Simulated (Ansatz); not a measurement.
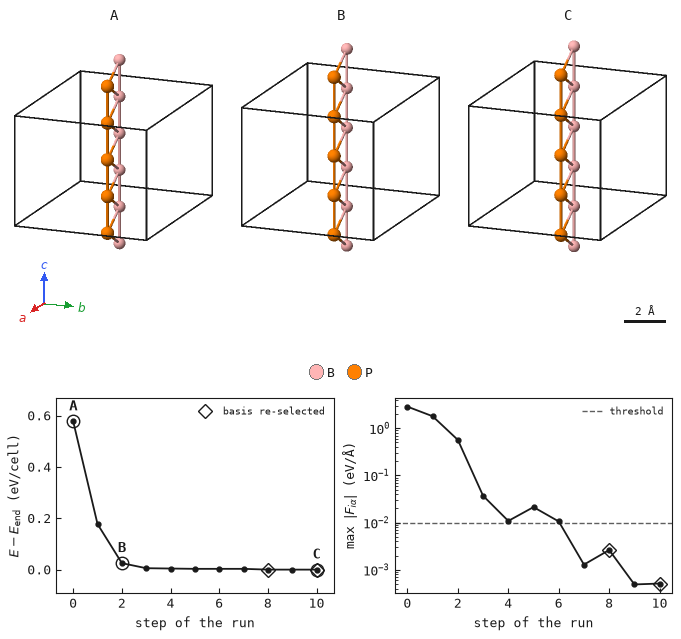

Frames of a relaxation of a wire of composition BP, marked on the history of the run. A ball-and-stick model of the 3 repeat of the cell, with the vacuum cut short, seen slightly off an axis.

Case: strip chain of atoms.

All numbers below come from DFT PBE, scalar-relativistic, plane waves, PAW (Ansatz 0.2.0). Settings: plane-wave cutoff 420 eV; k-point mesh 1 × 1 × 34; occupations gaussian; smearing width 0.05 eV; collinear spin; cell relaxed at fixed a, b, alpha, beta, gamma; force threshold 0.01 eV/Å; at most 45 steps.

What happens along the run?

Answer. Over 8 accepted moves (10 points after the start) the energy falls by 0.577 eV per cell of the calculation. The largest force component goes from 2.9 to 0.00051 eV/Å. The SCF was repeated twice at an unchanged geometry on a basis and grid sized afresh for the cell, which shifted the energy by 3.0 meV per cell of the calculation at most. The largest moves relative to the layer's centre, 0.069 Å, are those of B and P atoms. Largest moves by element: B 0.069 Å, P 0.069 Å. Along the periodic axis the drawn cell goes c 5.637 → 6.141 Å (+9.0 %). Near-neighbour distances that change, for instance: B–B 1.879 → 2.047 Å, P–P 1.879 → 2.047 Å, B–P 1.851 → 2.012 Å. The program noted that the starting moments weren't kept. The run may lie on a higher electronic state than the lowest, so the end point isn't shown to be the ground-state structure. The run took 3.6 min on 2 threads of Intel(R) Xeon(R) Processor @ 2.50GHz (Skylake/Cascade Lake), on a shared host, peak memory 0.51 GiB. From step 0 to 2: B and P atoms move most (0.05 Å), energy −0.552 eV per cell of the calculation. From step 2 to 10: B and P atoms move most (0.02 Å), energy −25.2 meV per cell of the calculation.

```json
{"step": "0", "E − E(0), meV/atom": "0.00", "largest force component, eV/Å": "2.8739", "note": ""}
{"step": "1", "E − E(0), meV/atom": "-199.92", "largest force component, eV/Å": "1.7993", "note": ""}
{"step": "2", "E − E(0), meV/atom": "-275.93", "largest force component, eV/Å": "0.5671", "note": ""}
{"step": "3", "E − E(0), meV/atom": "-285.76", "largest force component, eV/Å": "0.0371", "note": ""}
{"step": "4", "E − E(0), meV/atom": "-286.40", "largest force component, eV/Å": "0.0109", "note": ""}
{"step": "5", "E − E(0), meV/atom": "-287.01", "largest force component, eV/Å": "0.0213", "note": ""}
{"step": "6", "E − E(0), meV/atom": "-287.01", "largest force component, eV/Å": "0.0106", "note": ""}
{"step": "7", "E − E(0), meV/atom": "-287.02", "largest force component, eV/Å": "0.0013", "note": ""}
{"step": "8", "E − E(0), meV/atom": "-288.51", "largest force component, eV/Å": "0.0026", "note": "same geometry, new basis"}
{"step": "9", "E − E(0), meV/atom": "-288.52", "largest force component, eV/Å": "0.0005", "note": ""}
{"step": "10", "E − E(0), meV/atom": "-288.53", "largest force component, eV/Å": "0.0005", "note": "same geometry, new basis"}
```

Limits of the set-up: the k-point mesh is coarse for a cell with partly filled bands.
